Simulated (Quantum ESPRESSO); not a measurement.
## A series of single points on ZnCu

System: ZnCu (Pm-3m, 2 atoms in the cell).
Method: Kohn-Sham DFT of a periodic cell, PBE, SSSP 1.3 efficiency PBE, no spin polarisation (Quantum ESPRESSO 7.5).

The 7 runs differ only in the geometry, by an even scaling of the cell at fixed fractional positions. The structure derives from an entry of the Crystallography Open Database.

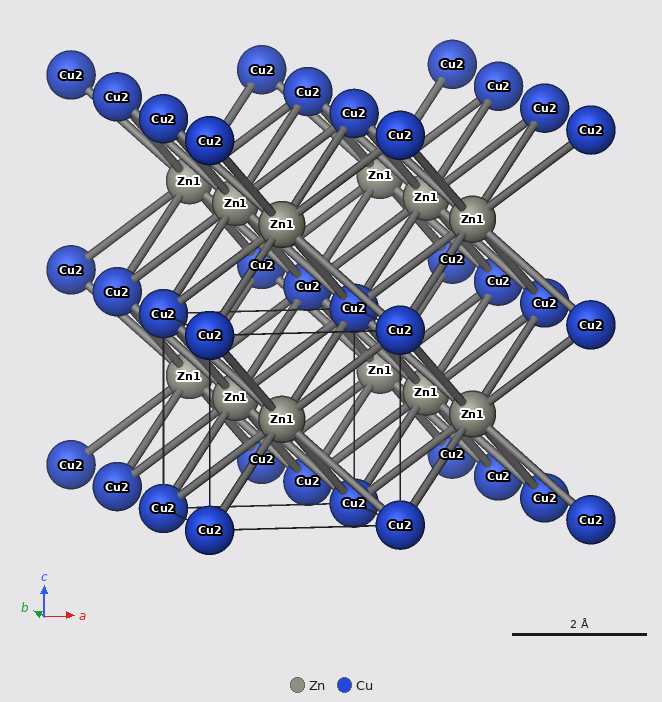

Figure 1. The structure of run 4 (ball-and-stick view of the cell of the calculation, repeated 2 × 3 × 2, seen slightly off an axis; atoms are numbered from 1 in the order of the input).

**Input of run 4**
```
&CONTROL
  calculation = 'scf'
  prefix = 'pwscf'
  outdir = './tmp'
  pseudo_dir = './pseudo'
  tprnfor = .true.
  tstress = .true.
  disk_io = 'low'
/
&SYSTEM
  ibrav = 0
  nat = 2
  ntyp = 2
  ecutwfc = 55
  ecutrho = 440
  nbnd = 23
  occupations = 'smearing'
  smearing = 'fd'
  degauss = 0.00367493
/
&ELECTRONS
  conv_thr = 4d-10
  electron_maxstep = 120
  mixing_beta = 0.5
/
ATOMIC_SPECIES
Zn    65.3800 Zn_pbe_v1.uspp.F.UPF
Cu    63.5460 Cu.paw.z_11.ld1.psl.v1.0.0-low.upf
CELL_PARAMETERS angstrom
   2.9450000000    0.0000000000    0.0000000000
   0.0000000000    2.9450000000    0.0000000000
   0.0000000000    0.0000000000    2.9450000000
ATOMIC_POSITIONS crystal
Zn     0.5000000000    0.5000000000    0.5000000000
Cu     0.0000000000    0.0000000000    0.0000000000
K_POINTS automatic
9 9 9 0 0 0
```

**File pp_density.in of run 4**
```
&INPUTPP
  prefix = 'pwscf'
  outdir = './tmp'
  filplot = 'density.dat'
  plot_num = 0
/
&PLOT
  nfile = 1
  filepp(1) = 'density.dat'
  iflag = 3
  output_format = 6
  fileout = 'density.cube'
/
```

**File pp_potential.in of run 4**
```
&INPUTPP
  prefix = 'pwscf'
  outdir = './tmp'
  filplot = 'potential.dat'
  plot_num = 11
/
&PLOT
  nfile = 1
  filepp(1) = 'potential.dat'
  iflag = 3
  output_format = 6
  fileout = 'potential.cube'
/
```

Command:
```bash
OMP_NUM_THREADS=1 pw.x -in pw.in > pw.out
OMP_NUM_THREADS=1 pp.x -in pp_density.in > pp_density.out
OMP_NUM_THREADS=1 pp.x -in pp_potential.in > pp_potential.out
```

Run 5 has the same physical settings and fractional positions; its lattice vectors (Å) are:
```
   2.964504    0.000000    0.000000
   0.000000    2.964504    0.000000
   0.000000    0.000000    2.964504
```

**Results, with one run withheld**

| run | volume per atom (Å³) | free energy per atom, from the lowest run given (meV) | pressure (GPa) |
| --- | --- | --- | --- |
| 1 | 12.005 | 34.32 | 11.46 |
| 2 | 12.260 | 18.24 | 7.99 |
| 3 | 12.516 | 7.36 | 4.98 |
| 4 | 12.771 | 0.98 | 2.27 |
| 5 | 13.026 | ? | ? |
| 6 | 13.282 | 0.00 | −2.21 |
| 7 | 13.537 | 4.50 | −4.08 |

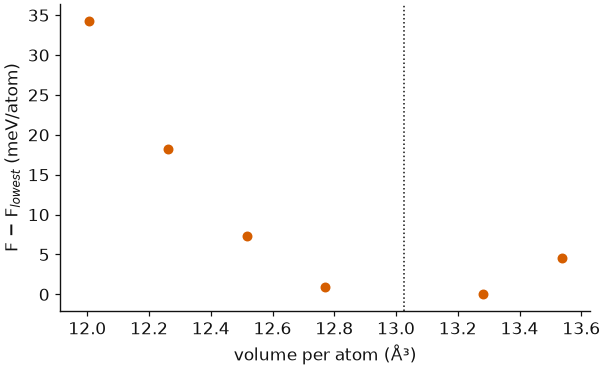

Figure 2. Free energy per atom of the runs given; the dotted line marks run 5.

What should run 5 give?

A cubic polynomial in V^(−2/3) (the Birch–Murnaghan form), fitted to the 6 runs given, misses them by at most 0.03 meV per atom. With x = V^(−2/3) − 0.18362 Å⁻², it reads F = 2.136 + 2127.8 x + 3.2994e+05 x² + 9.7045e+05 x³ (meV per atom). At run 5 it gives −1.30 meV per atom, and the run itself gives −1.32. The slope of the fit gives a pressure −dF/dV of 0.27 GPa there, and the run prints −0.14 GPa. The two needn't agree exactly: the fit is approximate, and the printed stress is taken on a finite basis. The fit has its minimum at 13.057 Å³ per atom, where V d²F/dV² gives 114 GPa: the bulk modulus at this level, since symmetry fixes the shape and the positions.

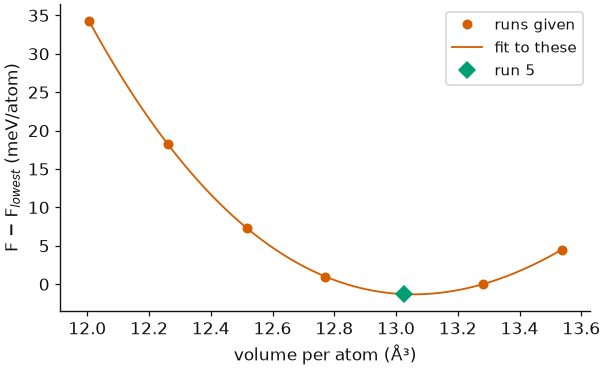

Figure 3. The fit and the withheld run.

**Some lines of the output (run 5)**
```
[...]
     number of k points=    35  Fermi-Dirac smearing, width (Ry)=  0.0037
     total energy              =    -674.63306456 Ry
     total energy              =    -674.65531360 Ry
     total energy              =    -674.66297835 Ry
     total energy              =    -674.66355233 Ry
     total energy              =    -674.66381306 Ry
     total energy              =    -674.66382355 Ry
     total energy              =    -674.66382414 Ry
     total energy              =    -674.66382445 Ry
     the Fermi energy is    13.7986 ev
!    total energy              =    -674.66382445 Ry
     The total energy is F=E-TS. E is the sum of the following terms:
     Computing stress (Cartesian axis) and pressure
          total   stress  (Ry/bohr**3)                   (kbar)     P=       -1.44
```
